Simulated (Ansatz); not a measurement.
# Calculations on SiNi

**1. Vibrations**

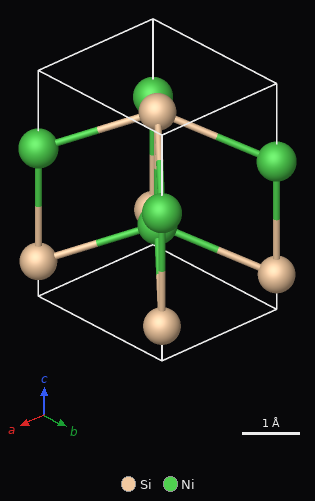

Phonons of a crystal of SiNi relaxed at 25 GPa, space group Pmmn (No. 59), at the zone centre. Style: ball-and-stick. Shown: the cell of the calculation, from a free direction.

The calculation used Ansatz, DFT PBE, scalar-relativistic, plane waves, PAW.

Input file:
```yaml
crystal:
  lattice:
    - [2.7890208627, 0.0, 0.0]
    - [0.0, 3.2440203362, 0.0]
    - [0.0, 0.0, 4.6081540143]
  atoms:
    - { symbol: Si, position: [0.5, 0.5, 0.8456148994] }
    - { symbol: Si, position: [0.0, 0.0, 0.1543851006] }
    - { symbol: Ni, position: [0.5, 0.5, 0.3456039857] }
    - { symbol: Ni, position: [0.0, 0.0, 0.6543960143] }
basis:
  ecutwfc: 420
kpoints:
  mp_grid: { grid: [16, 14, 10] }
hamiltonian:
  xc: pbe
scf:
  occupations: { method: fermi_dirac, width: 0.15 }
output:
  eigenvalues: true
phonons:
  method: dfpt
  eigenvectors: true
```

Command:
```bash
ansatz run input.yaml --threads 2 --pin off --max-ram 7168MiB --backend cpu --events-out ev --progress --plain --runs-dir out
```

The frequencies depend somewhat on the k-mesh and the smearing.

Q: List the optical modes.

A: The calculation's cell holds 4 atoms, so there are 9 optical modes, in 9 levels. The optical modes span 2B₂g + 2B₃g + 2A_g + B₃u + B₂u + B₁u. No level is unstable.

```json
{"level": "1", "symmetry": "B₂g", "frequency (cm⁻¹)": "201", "activity": "Raman-active"}
{"level": "2", "symmetry": "B₃g", "frequency (cm⁻¹)": "232", "activity": "Raman-active"}
{"level": "3", "symmetry": "A_g", "frequency (cm⁻¹)": "286", "activity": "Raman-active"}
{"level": "4", "symmetry": "B₃u", "frequency (cm⁻¹)": "287", "activity": "infrared-active"}
{"level": "5", "symmetry": "B₂g", "frequency (cm⁻¹)": "327", "activity": "Raman-active"}
{"level": "6", "symmetry": "B₂u", "frequency (cm⁻¹)": "333", "activity": "infrared-active"}
{"level": "7", "symmetry": "B₃g", "frequency (cm⁻¹)": "413", "activity": "Raman-active"}
{"level": "8", "symmetry": "B₁u", "frequency (cm⁻¹)": "424", "activity": "infrared-active"}
{"level": "9", "symmetry": "A_g", "frequency (cm⁻¹)": "465", "activity": "Raman-active"}
```

The crystal is a metal, so free carriers screen the infrared response.

The displacement patterns, 6 of the levels:

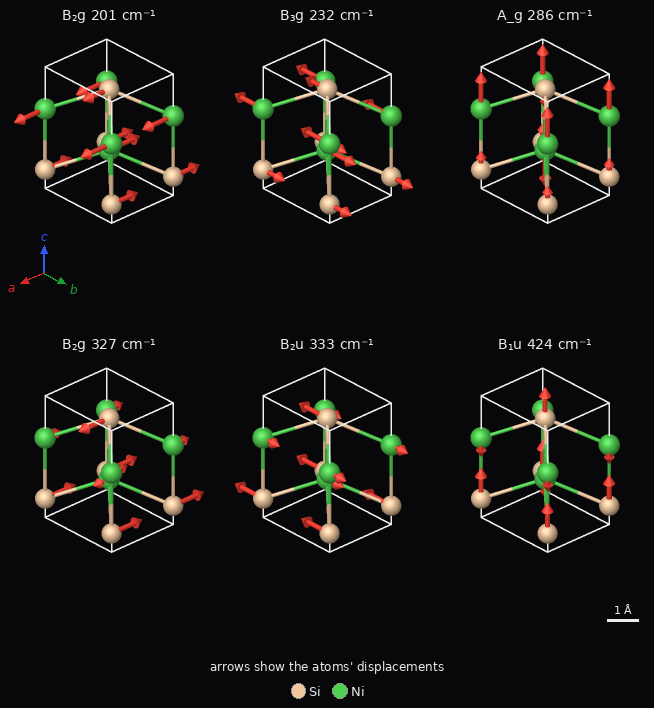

Limits of the set-up: an element that often carries a moment was run without spin polarisation.

**2. Vibrations**

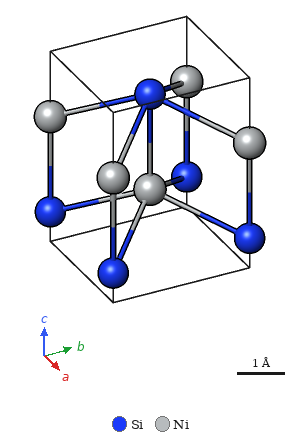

Lattice vibrations of a crystal of SiNi relaxed at 8 GPa, space group Pmmn (No. 59), at the zone centre. A ball-and-stick model of the cell of the calculation, seen from a free direction.

Method: DFT PBE, scalar-relativistic, plane waves, PAW in Ansatz 0.2.0.

The input:
```yaml
crystal:
  lattice:
    - [2.9385103467, 0.0, 0.0]
    - [0.0, 3.264568163, 0.0]
    - [0.0, 0.0, 4.675872239]
  atoms:
    - { symbol: Si, position: [0.5, 0.5, 0.8441084403] }
    - { symbol: Si, position: [0.0, 0.0, 0.1558915597] }
    - { symbol: Ni, position: [0.5, 0.5, 0.3434778267] }
    - { symbol: Ni, position: [0.0, 0.0, 0.6565221733] }
basis:
  ecutwfc: 420
kpoints:
  mp_grid: { grid: [14, 12, 10] }
hamiltonian:
  xc: pbe
scf:
  occupations: { method: fermi_dirac, width: 0.15 }
output:
  eigenvalues: true
phonons:
  method: dfpt
  eigenvectors: true
```

Run as
```bash
ansatz run input.yaml --threads 2 --pin off --max-ram 7168MiB --backend cpu --events-out ev --progress --plain --runs-dir out
```

The frequencies depend somewhat on the k-mesh and the smearing.

Question: Which optical modes does it have, at what frequencies, and is it stable there?

Answer: The calculation's cell holds 4 atoms, so there are 9 optical modes, in 9 levels. The optical modes span 2B₂g + 2B₃g + 2A_g + B₃u + B₂u + B₁u. No level is unstable.

| level | symmetry | frequency (cm⁻¹) | activity |
| --- | --- | --- | --- |
| 1 | B₂g | 184 | Raman-active |
| 2 | B₃g | 202 | Raman-active |
| 3 | A_g | 258 | Raman-active |
| 4 | B₃u | 259 | infrared-active |
| 5 | B₂u | 285 | infrared-active |
| 6 | B₂g | 292 | Raman-active |
| 7 | B₃g | 347 | Raman-active |
| 8 | B₁u | 388 | infrared-active |
| 9 | A_g | 422 | Raman-active |

The crystal is a metal, so free carriers screen the infrared response.

The displacement patterns, 6 of the levels:

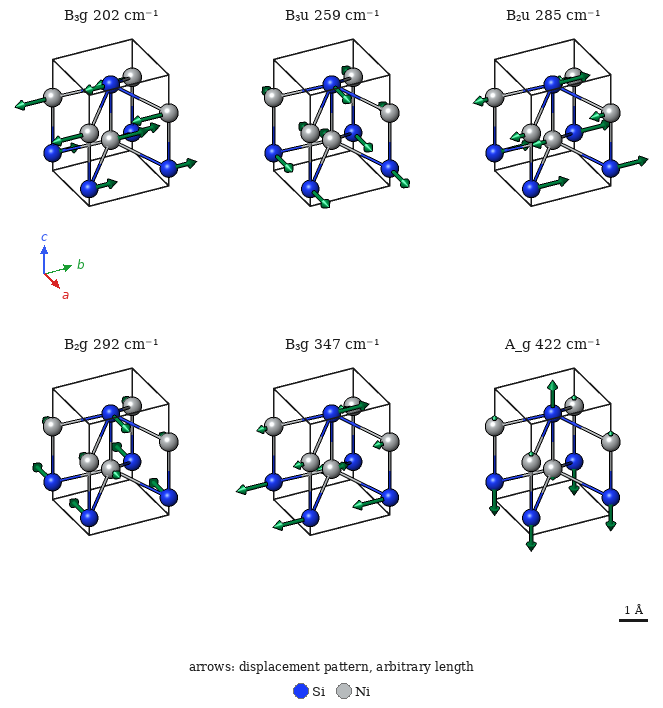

Limits of the set-up: an element that often carries a moment was run without spin polarisation.

**3. One mode**

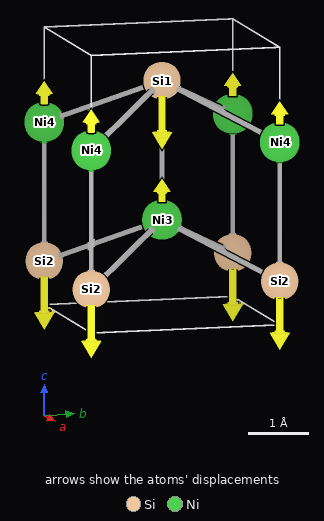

One vibrational mode of a crystal of SiNi at the zone centre. The yellow arrows give the relative displacements of the atoms. A ball-and-stick model of the cell of the calculation, seen slightly off an axis.

Level of theory: Ansatz 0.2.0, DFT PBE, scalar-relativistic, plane waves, PAW. Set-up: plane-wave cutoff 420 eV; k-point mesh 14 × 12 × 10; occupations fermi dirac; smearing width 0.15 eV; no spin polarisation.

The frequencies depend somewhat on the k-mesh and the smearing.

> Give the symmetry, activity and frequency of this mode.

This is the B₁u mode at 11.0 THz, optical level 8 of 9, counted from below, infrared-active by symmetry. The Si sublattice moves against the Ni sublattice, along c; it stretches the shortest Ni–Si bonds (2.36 Å); the kinetic energy is shared as Si 68 %, Ni 32 %. The crystal is a metal, so free carriers screen the infrared response.

Limits of the set-up: an element that often carries a moment was run without spin polarisation.

**4. One mode**

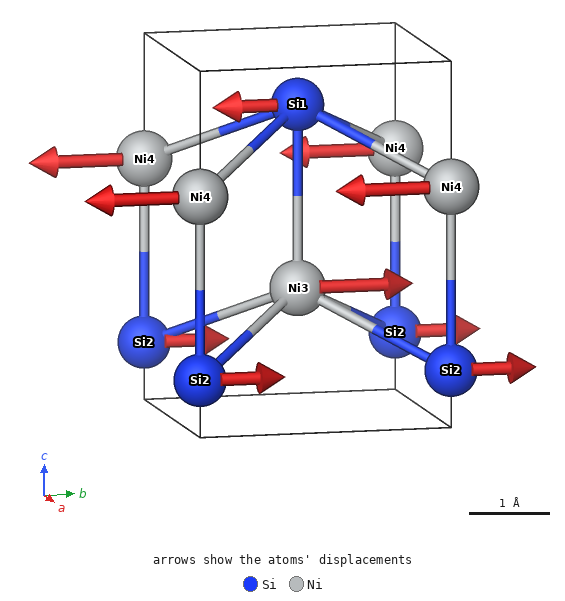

One vibrational mode of a crystal of SiNi at 0.98 times its rest volume at the zone centre. The red arrows give the relative displacements of the atoms. Style: ball-and-stick. Shown: the cell of the calculation, slightly off an axis.

Theory: Ansatz, DFT PBE, scalar-relativistic, plane waves, PAW.

Input
```yaml
crystal:
  lattice:
    - [2.9985849682, 0.0, 0.0]
    - [0.0, 3.26409453, 0.0]
    - [0.0, 0.0, 4.6959910245]
  atoms:
    - { symbol: Si, position: [0.5, 0.5, 0.843630132] }
    - { symbol: Si, position: [0.0, 0.0, 0.156369868] }
    - { symbol: Ni, position: [0.5, 0.5, 0.3427640236] }
    - { symbol: Ni, position: [0.0, 0.0, 0.6572359764] }
basis:
  ecutwfc: 420
kpoints:
  mp_grid: { grid: [14, 12, 10] }
hamiltonian:
  xc: pbe
scf:
  occupations: { method: fermi_dirac, width: 0.15 }
output:
  eigenvalues: true
phonons:
  method: dfpt
  eigenvectors: true
```

Command:
```bash
ansatz run input.yaml --threads 2 --pin off --max-ram 7168MiB --backend cpu --events-out ev --progress --plain --runs-dir out
```

The frequencies depend somewhat on the k-mesh and the smearing.

Q: Give the symmetry, activity and frequency of this mode.

A: This is the B₃g mode at 5.79 THz, optical level 2 of 9, counted from below, Raman-active by symmetry. All motion is along b; atoms of one kind move against one another, with no net shift of any sublattice; it mainly bends the Ni–Si bonds; the kinetic energy is shared as Ni 81 %, Si 19 %.

Limits of the set-up: an element that often carries a moment was run without spin polarisation.
